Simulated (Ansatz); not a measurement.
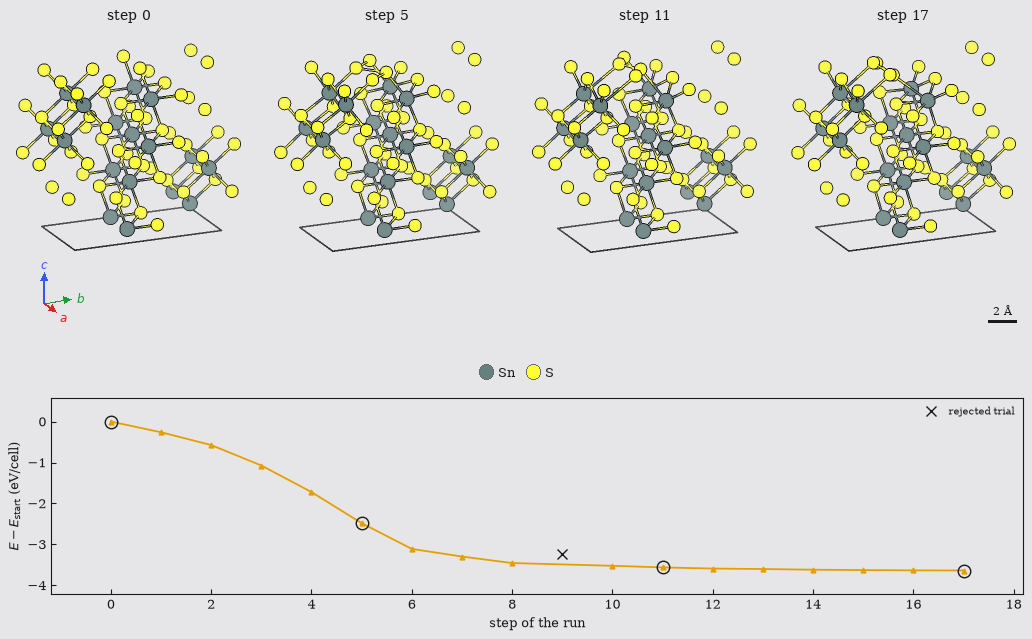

Frames of a relaxation of a slab of composition SnS2 (cut from the P6_3mc phase), marked on the history of the run. A ball-and-stick model of the 2 × 1 repeat of the cell, outlined in the plane, without the vacuum (origin shifted), seen slightly off an axis.

Case: (1 0 1) slab, atoms relaxed. The slab is the (1 0 1) face of SnS2.

Computed with DFT PBE+D3(BJ), scalar-relativistic, plane waves, PAW (Ansatz). Settings: plane-wave cutoff 420 eV; k-point mesh 7 × 3 × 1; occupations gaussian; smearing width 0.05 eV; no spin polarisation; dipole correction; atoms relaxed in a fixed cell; force threshold 0.02 eV/Å; at most 60 steps.

Describe the path.

Answer. The run was cut off at its time limit before the relaxation converged, so the last structure is only a point on the way. The largest move relative to the layer's centre is that of an S atom, 1.67 Å at 77° to the normal (−c side). Largest moves by element: S 1.67 Å, Sn 0.25 Å. The cell doesn't change. Near-neighbour distances that change, for instance: S–S 3.566 → 2.100 Å, S–Sn 2.582 → 3.478 Å, S–Sn 2.584 → 3.330 Å, S–Sn 2.582 → 2.470 Å. New bonds form: S–S (3.57 → 2.10 Å), S–S (3.57 → 2.12 Å). Bond angles that change, for instance: S–Sn–S 179.9° → 161.9°, S–Sn–S 179.9° → 163.2°, S–Sn–S 90.4° → 106.6°. The energy falls by 3.639 eV per cell of the calculation in 16 accepted moves (17 points after the start). Largest force component: 0.79 eV/Å at the start, 0.061 eV/Å at the end. The line search rejected the trial step at point 9 of the run. From step 0 to 5: an S atom moves most (0.94 Å), energy −2.482 eV per cell of the calculation. From step 5 to 11: an S atom moves most (0.49 Å), energy −1.081 eV per cell of the calculation. From step 11 to 17: an S atom moves most (0.58 Å), energy −75.4 meV per cell of the calculation.
